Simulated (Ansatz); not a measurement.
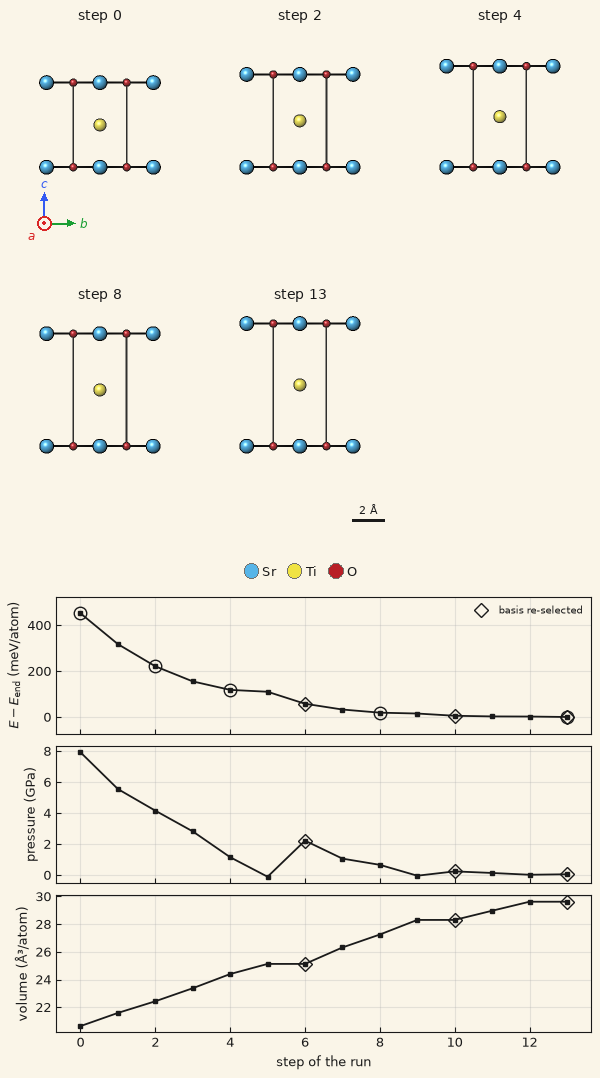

Frames of a relaxation of solid SrTiO (a generated structure, set up in P4/mmm) (coarse preliminary run), marked on the history of the run. The picture is a ball-and-stick view of the cell of the calculation, seen along the a axis.

Level of theory: DFT PBE, scalar-relativistic, plane waves, PAW (Ansatz 0.2.0). (plane-wave cutoff 420 eV; k-point mesh 6 × 6 × 4; occupations gaussian; smearing width 0.1 eV; collinear spin; cell and atoms relaxed; force threshold 0.04 eV/Å; at most 70 steps)

### Describe the path.

The atoms keep their places relative to the cell (all moves are under 0.005 Å). The drawn cell changes as follows: a = b 3.394 → 3.377 Å (−0.5 %), c 5.373 → 7.791 Å (+45.0 %); the volume changes by +43.5 %. Some distances before and after: Sr–Ti 2.687 → 3.895 Å, Sr–Sr 3.394 → 3.377 Å, O–Sr 2.400 → 2.388 Å. The space group stays P4/mmm (No. 123). After 10 accepted moves (13 points after the start) the energy has fallen by 452 meV per atom. All forces vanish by symmetry, so only the cell relaxes. Pressure: 7.92 GPa at the start and 0.05 GPa at the end. At 3 points the geometry stayed and the basis and grid were re-selected for the new cell (energy shift of 52.3 meV per atom at most each time). Cost: 84 s on 1 thread of Arm Neoverse V2, with other jobs on the host, peak memory 0.4 GiB. From step 0 to 2: volume +8.7 %, energy −231 meV per atom. From step 2 to 4: volume +8.8 %, energy −103 meV per atom. From step 4 to 8: volume +11.7 %, energy −99.3 meV per atom. From step 8 to 13: volume +8.7 %, energy −18.9 meV per atom.

```json
{"step": "0", "E − E(0), meV/atom": "0.00", "pressure, GPa": "7.92", "volume, Å³/atom": "20.635", "note": ""}
{"step": "1", "E − E(0), meV/atom": "-134.32", "pressure, GPa": "5.55", "volume, Å³/atom": "21.588", "note": ""}
{"step": "2", "E − E(0), meV/atom": "-230.97", "pressure, GPa": "4.15", "volume, Å³/atom": "22.429", "note": ""}
{"step": "3", "E − E(0), meV/atom": "-296.77", "pressure, GPa": "2.82", "volume, Å³/atom": "23.371", "note": ""}
{"step": "4", "E − E(0), meV/atom": "-333.73", "pressure, GPa": "1.15", "volume, Å³/atom": "24.396", "note": ""}
{"step": "5", "E − E(0), meV/atom": "-341.89", "pressure, GPa": "-0.11", "volume, Å³/atom": "25.127", "note": ""}
{"step": "6", "E − E(0), meV/atom": "-394.24", "pressure, GPa": "2.22", "volume, Å³/atom": "25.127", "note": "same geometry, new basis"}
{"step": "7", "E − E(0), meV/atom": "-419.37", "pressure, GPa": "1.06", "volume, Å³/atom": "26.314", "note": ""}
{"step": "8", "E − E(0), meV/atom": "-433.07", "pressure, GPa": "0.66", "volume, Å³/atom": "27.250", "note": ""}
{"step": "9", "E − E(0), meV/atom": "-436.80", "pressure, GPa": "-0.04", "volume, Å³/atom": "28.304", "note": ""}
{"step": "10", "E − E(0), meV/atom": "-446.56", "pressure, GPa": "0.24", "volume, Å³/atom": "28.304", "note": "same geometry, new basis"}
{"step": "11", "E − E(0), meV/atom": "-449.42", "pressure, GPa": "0.13", "volume, Å³/atom": "28.968", "note": ""}
{"step": "12", "E − E(0), meV/atom": "-449.95", "pressure, GPa": "0.02", "volume, Å³/atom": "29.620", "note": ""}
{"step": "13", "E − E(0), meV/atom": "-451.95", "pressure, GPa": "0.05", "volume, Å³/atom": "29.620", "note": "same geometry, new basis"}
```
